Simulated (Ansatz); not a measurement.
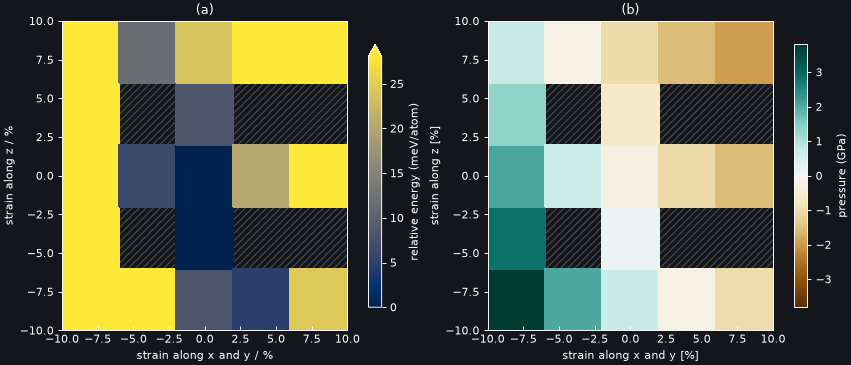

Sr (Fm-3m, No. 225; 1 atom in the cell). The cell is strained homogeneously, by one strain along x and y and another along z, with fractional coordinates fixed (x, y and z along the cube axes). Coordinates scanned: (1) strain along x and y; (2) strain along z. The scan uses a 5 × 5 grid. At 6 points there is no value. Points are written as (first, second). Energies are in meV/atom, from the lowest grid point. The reference cell is the one listed in the database, not relaxed at this level. Method: DFT PBE, scalar-relativistic, plane waves, PAW (Ansatz). Settings: cutoff 420 eV, k-mesh 14×14×14, gaussian smearing 0.15 eV, no spin polarisation.

Panel (a) is the energy and panel (b) the computed pressure on the same grid.

The picture shows one coloured cell a grid point, one colour for all values above the top of the scale, hatched blanks where no value was computed.

Q: How does the pressure vary over the map, and what is it at the lowest grid point?

A: It runs from −1.96 GPa at (8 %, 8 %) to 3.81 GPa at (−8 %, −8 %). At the lowest grid point, (0 %, −4 %), it is 0.18 GPa.
